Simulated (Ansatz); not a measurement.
# Geometry relaxation, with input and output: MoTe2 (part 1 of 2)

System: MoTe2 (P6₃/mmc, 6 atoms in the cell).
Method: DFT r2SCAN, scalar-relativistic, plane waves, PAW, no spin polarisation (Ansatz 0.2.0).

The structure derives from a Materials Project entry. It belongs to a series of runs on one base structure; here: strain along c alone, the other axes held, atoms relaxed: +2.0 %. Figures and captions count atoms from 1; the log counts them from 0 in places.

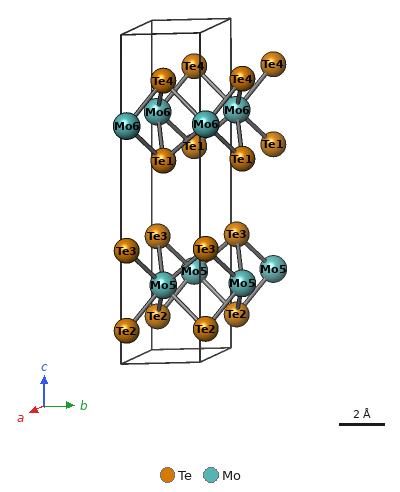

Figure 1. The structure as given in the input (ball-and-stick view of the cell of the calculation, repeated 2 × 2 × 1, seen slightly off an axis; atoms are numbered from 1 in the order of the input).

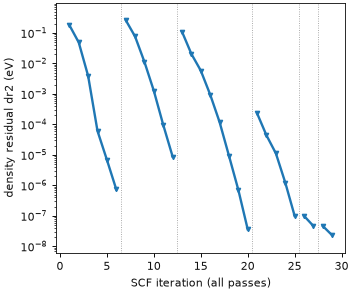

Figure 2. Convergence of the self-consistent field: density residual dr2 against the SCF iteration. Dotted lines part the SCF passes that the log prints in full.

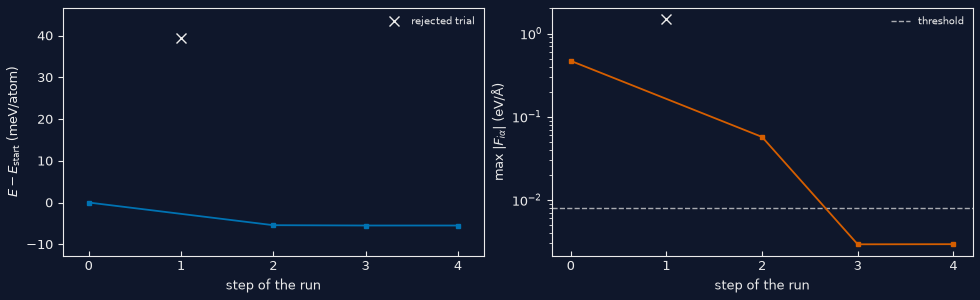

Figure 3. Progress of the relaxation, step by step (the first geometry is step 0 here and step 1 in the log).

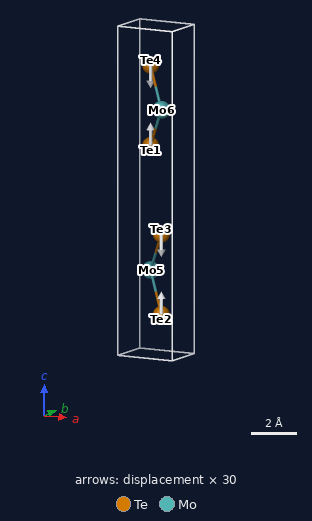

Figure 4. The starting structure with the displacements as white arrows, magnified 30 times (ball-and-stick view of the cell of the calculation, seen at an oblique angle). The energy falls by 5.5 meV per atom in 4 geometry steps. Largest force component: 0.47 eV/Å at the start, 0.0029 eV/Å at the end. The line search rejected the trial step at point 1 (counted from 0) and went back. The largest moves, 0.035 Å, are those of Te1, Te2, Te3 and Te4. Mo stays in place. The cell stays as it was. Among the contacts that change: Te1–Mo6 2.750 → 2.727 Å. The space group stays P6_3/mmc (No. 194). (Atoms are counted from 1 in the order of the input.)

These pictures come from the run below.

## Input file
```yaml
crystal:
  lattice:
    - [3.5632533183, 0.0, 0.0]
    - [-1.7816266592, 3.0858678938, 0.0]
    - [0.0, 0.0, 15.0265238016]
  atoms:
    - { symbol: Te, position: [0.3333333333, 0.6666666667, 0.628517547] }
    - { symbol: Te, position: [0.6666666667, 0.3333333333, 0.128517547] }
    - { symbol: Te, position: [0.6666666667, 0.3333333333, 0.371482453] }
    - { symbol: Te, position: [0.3333333333, 0.6666666667, 0.871482453] }
    - { symbol: Mo, position: [0.3333333333, 0.6666666667, 0.25] }
    - { symbol: Mo, position: [0.6666666667, 0.3333333333, 0.75] }
basis:
  ecutwfc: 500
kpoints:
  mp_grid: { grid: [12, 12, 2] }
hamiltonian:
  xc: r2scan
scf:
  occupations: { method: gaussian, width: 0.02 }
output:
  forces: true
  stress: true
  eigenvalues: true
relax:
  adjacent_minimum: "off"
  f_tol: 0.008
  max_steps: 40
```

Launch command:
```bash
ansatz run input.yaml --threads 1 --pin off --max-ram 2560MiB --backend cpu --events-out ev --progress --plain --runs-dir out
```

## The program's output
```
Warning: output.stress: scf.convergence.dr2_threshold = 6.4e-8 eV (the default of a walk held to its f_tol) is looser than the 6e-10 eV advised for a printed stress (1e-10 eV for each atom of the cell: 6). What an SCF threshold leaves in a stress goes as its square root, and in the free energy as the threshold itself, and one threshold admits the most on a small cell: of the crystals measured, under no hybrid functional and no lock of the moments, on runs that ended without the residual-converged pass, on stresses that held no estimate of that error, the worst erred by over 100 MPa in a component at 1e-7 eV an atom and by under 5 at 1e-10. Every solve of this run answers to scf.convergence.dr2_threshold, and the tensor of one is reported: a single SCF on the reported geometry and on this run's grids (its basis.xc_grid and basis.ecutrho_ratio typed), with scf.convergence.dr2_threshold at 6e-10 eV or tighter, prints it and tightens no other solve. Else set scf.convergence.dr2_threshold to 6e-10 eV or tighter. The threshold is an SCF's pass mark: one that does not reach it within its budget of iterations ends unconverged, or closes short of it on a stop that the run arms, and scf.convergence.dr2_threshold's page says what that costs each kind of run
Engine: ansatz 0.2.0, x86_64-unknown-linux-gnu
Pseudopotentials: kind: paw
Pseudopotential: Te, paw, valence charge 16, recommended cutoff 500 eV (meta_gga), Te.paw.azcp
Pseudopotential: Mo, paw, valence charge 14, recommended cutoff 500 eV (meta_gga), Mo.paw.azcp
Functional definition: r2SCAN
  parameter k0 = 0.174
  parameter k1 = 0.065
  parameter a1 = 4.9479
  exchange = r2scan_x(k0 = k0, k1 = k1, a1 = a1)
  correlation = r2scan_c
Crystal: 6 atoms, lattice volume = 165.228 Å³
Basis set: ecut = 500 eV, 4255 PW (Γ), exchange–correlation on 108×108×480 points (64 copies of the dense FFT grid, shifted against one another)
Bands: 56, of which v1, the nominal top of the filled ones, is band 46 counted from 1 (45 counted from 0)
Symmetry: 24 space group operations
Space group: P63/mmc (ITA 194), of the structure as read, at distance tolerance 5.5e-5 Å
k-points: 38 of 288
Non-local potential: Te, projectors of the file, l = 0: 2, l = 1: 2, l = 2: 2, l = 3: 2
Non-local potential: Mo, projectors of the file, l = 0: 3, l = 1: 2, l = 2: 2, l = 3: 1
PAW form: soft (Blöchl's): semilocal exchange-correlation on the pseudo side does not see the compensation charge
PAW frozen core: Te, regenerated for the run's functional (the file was generated under x = pbe(κ = 0.804, μ = 0.2195149727645171), c = pbe(β = 0.06672455060314922))
PAW frozen core: Mo, regenerated for the run's functional (the file was generated under x = pbe(κ = 0.804, μ = 0.2195149727645171), c = pbe(β = 0.06672455060314922))
PAW one-centre angular grid: Te, 590 points (default); XC on 160 Gauss nodes
PAW one-centre angular grid: Mo, 590 points (default); XC on 160 Gauss nodes
Initial density: superposition of atomic densities (neutral atoms: chi_scale 0, normalization atom), corrected by the library's trained network
Initial wavefunctions: pseudopotential atomic-orbital guess
Functional: x = r2scan, c = r2scan; τ floored in thin density (d = 2e-4 eV/Å³)
SCF iter   1: F=—  HF=-37916.204481 eV  |F-HF|=—  |Δ(HF+E_count)|=         —  Δρ=7.90e-3  dr2=1.81e-1  dr2_τ=3.97e-2  ethr=1.77e-3  ⟨swp⟩=7.8  Hψ=8343  notcnv=0
preconditioner: auto → Resta (q_TF=auto, 2.475 Å⁻¹)  ε∞=6.1  [insulator: Δε(μ)=0.968 eV  Ē_g=7.662 eV  σ=0.020 eV  W_gap=1.00  n_scr=52 (ndim 8)  ℏωp=17.3 eV  f_vac=0.078  D(μ)=0.00/eV (n_scr^D=0)  ε∞_Penn≈6.1]
SCF iter   2: F=—  HF=-37916.263808 eV  |F-HF|=—  |Δ(HF+E_count)|=   5.93e-2  Δρ=4.43e-3  dr2=4.89e-2  dr2_τ=1.14e-2  ethr=1.96e-4  ⟨swp⟩=3.0  Hψ=3609  notcnv=0  defer=110
SCF iter   3: F=—  HF=-37916.263326 eV  |F-HF|=—  |Δ(HF+E_count)|=   4.83e-4  Δρ=2.57e-3  dr2=3.90e-3  dr2_τ=2.62e-4  ethr=5.32e-5  ⟨swp⟩=2.6  Hψ=2534  notcnv=0  defer=110
SCF iter   4: F=—  HF=-37916.268828 eV  |F-HF|=—  |Δ(HF+E_count)|=   5.50e-3  Δρ=2.20e-4  dr2=6.06e-5  dr2_τ=6.86e-6  ethr=4.24e-6  ⟨swp⟩=2.0  Hψ=3200  notcnv=0  defer=110
SCF iter   5: F=—  HF=-37916.268921 eV  |F-HF|=—  |Δ(HF+E_count)|=   9.24e-5  Δρ=6.49e-5  dr2=6.88e-6  dr2_τ=2.96e-7  ethr=6.59e-8  ⟨swp⟩=2.2  Hψ=3058  notcnv=0  defer=110
SCF iter   6: F=-37916.268928 eV  HF=-37916.268928 eV  |F-HF|=4.09e-7  |Δ(HF+E_count)|=   6.80e-6  Δρ=1.63e-5  dr2=7.34e-7  dr2_τ=1.74e-8  ethr=1.74e-9  ⟨swp⟩=11.6  Hψ=9359  notcnv=0
SCF 1 converged in 6 iterations: F = -37916.268928 eV  dr2 = 7.34e-7
  greatest PAW one-centre occupation: 0.997 electrons in one spin orbital (limit 2), on the Te atom at site 3 (counted from 0), in its partial waves of l = 2
relax step   1: F+E_penalty+E_count = -37916.26892793 eV  Δ(F+E_penalty+E_count) = +0.000e0 eV  max|allowed force component| = 4.700e-1 eV/Å  Δτ_max = 0.0000 Å  (6 SCF iters, dr2 threshold 1.60e-6 eV, accepted)
Initial density: handed on by an earlier stage of this run
Initial wavefunctions: those handed on with the density
iter 1 solved again at ethr=2.88e-4 eV; its pass at ethr=3.10e-3 eV (dr2=2.65e-1 eV) is discarded
SCF iter   1: F=—  HF=-37915.583853 eV  |F-HF|=—  |Δ(HF+E_count)|=         —  Δρ=9.66e-3  dr2=2.65e-1  dr2_τ=5.76e-1  ethr=2.88e-4  ⟨swp⟩=1.7  Hψ=7299  notcnv=0  defer=103
preconditioner: auto → Resta (q_TF=auto, 2.475 Å⁻¹)  ε∞=5.8  [insulator: Δε(μ)=0.665 eV  Ē_g=7.906 eV  σ=0.020 eV  W_gap=1.00  n_scr=52 (ndim 8)  ℏωp=17.3 eV  f_vac=0.138  D(μ)=0.00/eV (n_scr^D=0)  ε∞_Penn≈5.8]
SCF iter   2: F=—  HF=-37916.034188 eV  |F-HF|=—  |Δ(HF+E_count)|=   4.50e-1  Δρ=5.02e-3  dr2=7.67e-2  dr2_τ=1.70e-2  ethr=2.88e-4  ⟨swp⟩=2.9  Hψ=3176  notcnv=0  defer=103
SCF iter   3: F=—  HF=-37916.029755 eV  |F-HF|=—  |Δ(HF+E_count)|=   4.43e-3  Δρ=2.97e-3  dr2=1.12e-2  dr2_τ=2.24e-4  ethr=8.34e-5  ⟨swp⟩=2.2  Hψ=2617  notcnv=0  defer=113
SCF iter   4: F=—  HF=-37916.031827 eV  |F-HF|=—  |Δ(HF+E_count)|=   2.07e-3  Δρ=5.58e-4  dr2=1.26e-3  dr2_τ=4.06e-5  ethr=1.21e-5  ⟨swp⟩=3.0  Hψ=4038  notcnv=0  defer=114
SCF iter   5: F=—  HF=-37916.031833 eV  |F-HF|=—  |Δ(HF+E_count)|=   6.00e-6  Δρ=2.03e-4  dr2=9.66e-5  dr2_τ=3.72e-6  ethr=1.37e-6  ⟨swp⟩=2.5  Hψ=3154  notcnv=0  defer=114
SCF iter   6: F=-37916.031878 eV  HF=-37916.031877 eV  |F-HF|=1.21e-6  |Δ(HF+E_count)|=   4.40e-5  Δρ=5.26e-5  dr2=8.80e-6  dr2_τ=3.02e-7  ethr=1.50e-8  ⟨swp⟩=12.9  Hψ=9546  notcnv=0
SCF 2 converged in 6 iterations: F = -37916.031878 eV  dr2 = 8.80e-6
relax step   2: F+E_penalty+E_count = -37916.03187808 eV  Δ(F+E_penalty+E_count) = +2.370e-1 eV  max|allowed force component| = 1.505e0 eV/Å  Δτ_max = 0.1282 Å  (6 SCF iters, dr2 threshold 1.38e-5 eV, rejected (line search))
SCF iter   1: F=—  HF=-37916.143945 eV  |F-HF|=—  |Δ(HF+E_count)|=         —  Δρ=6.55e-3  dr2=1.10e-1  dr2_τ=3.35e-1  ethr=1.67e-3  ⟨swp⟩=4.2  Hψ=4574  notcnv=0  defer=86
preconditioner: auto → Resta (q_TF=auto, 2.475 Å⁻¹)  ε∞=6.0  [insulator: Δε(μ)=1.107 eV  Ē_g=7.723 eV  σ=0.020 eV  W_gap=1.00  n_scr=52 (ndim 8)  ℏωp=17.3 eV  f_vac=0.096  D(μ)=0.00/eV (n_scr^D=0)  ε∞_Penn≈6.0]
SCF iter   2: F=—  HF=-37916.298813 eV  |F-HF|=—  |Δ(HF+E_count)|=   1.55e-1  Δρ=3.21e-3  dr2=2.05e-2  dr2_τ=4.61e-3  ethr=1.20e-4  ⟨swp⟩=3.0  Hψ=3639  notcnv=0  defer=112
SCF iter   3: F=—  HF=-37916.300093 eV  |F-HF|=—  |Δ(HF+E_count)|=   1.28e-3  Δρ=2.08e-3  dr2=5.82e-3  dr2_τ=2.12e-4  ethr=2.23e-5  ⟨swp⟩=2.0  Hψ=2604  notcnv=0  defer=112
SCF iter   4: F=—  HF=-37916.301306 eV  |F-HF|=—  |Δ(HF+E_count)|=   1.21e-3  Δρ=8.06e-4  dr2=9.52e-4  dr2_τ=3.75e-5  ethr=6.33e-6  ⟨swp⟩=2.1  Hψ=2591  notcnv=0  defer=112
SCF iter   5: F=—  HF=-37916.301465 eV  |F-HF|=—  |Δ(HF+E_count)|=   1.58e-4  Δρ=2.39e-4  dr2=1.20e-4  dr2_τ=2.01e-6  ethr=1.03e-6  ⟨swp⟩=2.8  Hψ=3502  notcnv=0  defer=112
SCF iter   6: F=—  HF=-37916.301476 eV  |F-HF|=—  |Δ(HF+E_count)|=   1.15e-5  Δρ=5.91e-5  dr2=9.39e-6  dr2_τ=3.05e-7  ethr=1.31e-7  ⟨swp⟩=2.0  Hψ=2692  notcnv=0  defer=112
SCF iter   7: F=—  HF=-37916.301506 eV  |F-HF|=—  |Δ(HF+E_count)|=   2.96e-5  Δρ=1.53e-5  dr2=7.11e-7  dr2_τ=3.10e-8  ethr=1.02e-8  ⟨swp⟩=2.0  Hψ=3688  notcnv=0  defer=112
SCF iter   8: F=-37916.301506 eV  HF=-37916.301506 eV  |F-HF|=3.13e-10  |Δ(HF+E_count)|=   4.41e-7  Δρ=4.52e-6  dr2=3.60e-8  dr2_τ=1.86e-9  ethr=1.09e-10  ⟨swp⟩=12.4  Hψ=8987  notcnv=0
SCF 3 converged in 8 iterations: F = -37916.301506 eV  dr2 = 3.60e-8
  greatest PAW one-centre occupation: 0.997 electrons in one spin orbital (limit 2), on the Te atom at site 2 (counted from 0), in its partial waves of l = 2
relax step   3: F+E_penalty+E_count = -37916.30150620 eV  Δ(F+E_penalty+E_count) = -3.258e-2 eV  max|allowed force component| = 5.724e-2 eV/Å  Δτ_max = 0.0306 Å  (8 SCF iters, accepted)
```
